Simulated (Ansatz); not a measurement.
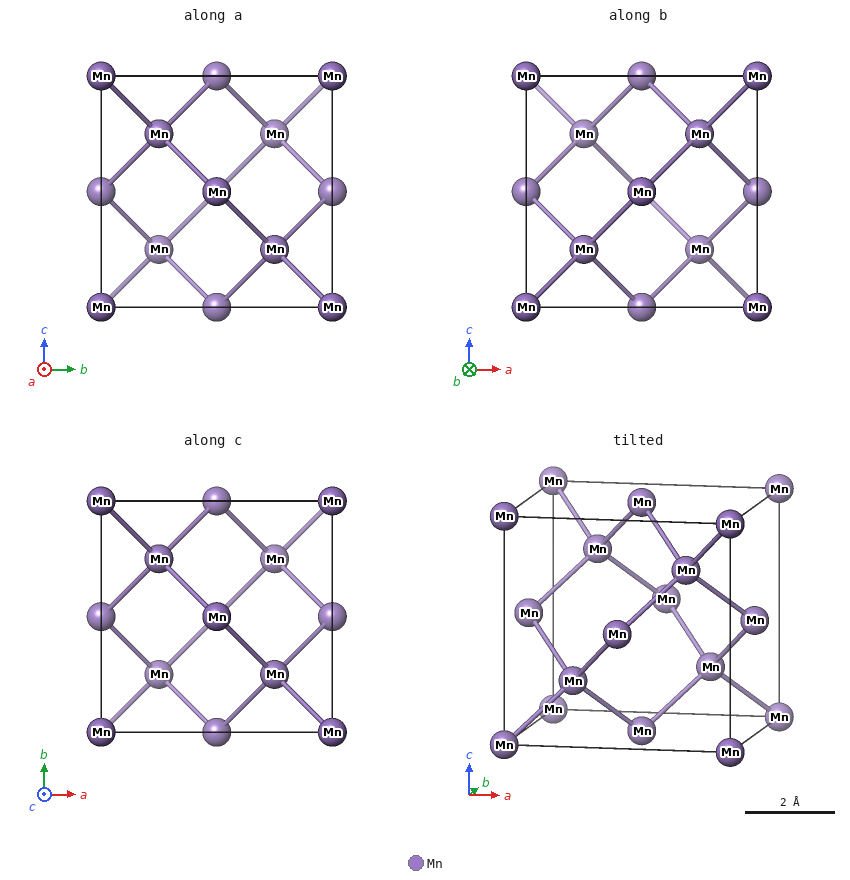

A ball-and-stick rendering, viewed along the a axis, along the b axis, along the c axis and slightly off an axis. The conventional unit cell is outlined; an atom on or near a face, edge or corner is repeated at each equivalent position.

Lattice parameters: a = 5.2022 Å, b = 5.2022 Å, c = 5.2022 Å, α = 90.000°, β = 90.000°, γ = 90.000°.

From the views, write a CIF in P1 with every atom of the cell.

Answer.
```cif
data_structure
_symmetry_space_group_name_H-M 'P 1'
_symmetry_Int_Tables_number 1
_cell_length_a 5.2022
_cell_length_b 5.2022
_cell_length_c 5.2022
_cell_angle_alpha 90.000
_cell_angle_beta 90.000
_cell_angle_gamma 90.000
_cell_volume 140.79
loop_
_atom_site_label
_atom_site_type_symbol
_atom_site_fract_x
_atom_site_fract_y
_atom_site_fract_z
_atom_site_occupancy
Mn1 Mn 0.7500 0.7500 0.2500 1
Mn2 Mn 0.0000 0.5000 0.5000 1
Mn3 Mn 0.7500 0.2500 0.7500 1
Mn4 Mn 0.0000 0.0000 0.0000 1
Mn5 Mn 0.2500 0.7500 0.7500 1
Mn6 Mn 0.5000 0.5000 0.0000 1
Mn7 Mn 0.2500 0.2500 0.2500 1
Mn8 Mn 0.5000 0.0000 0.5000 1
```

Its origin is a structure type filled with this element by a generator (whether the element takes this form wasn't checked). Earlier steps of the study may have refined or changed the cell and positions. It was run through Ansatz as a DFT input.
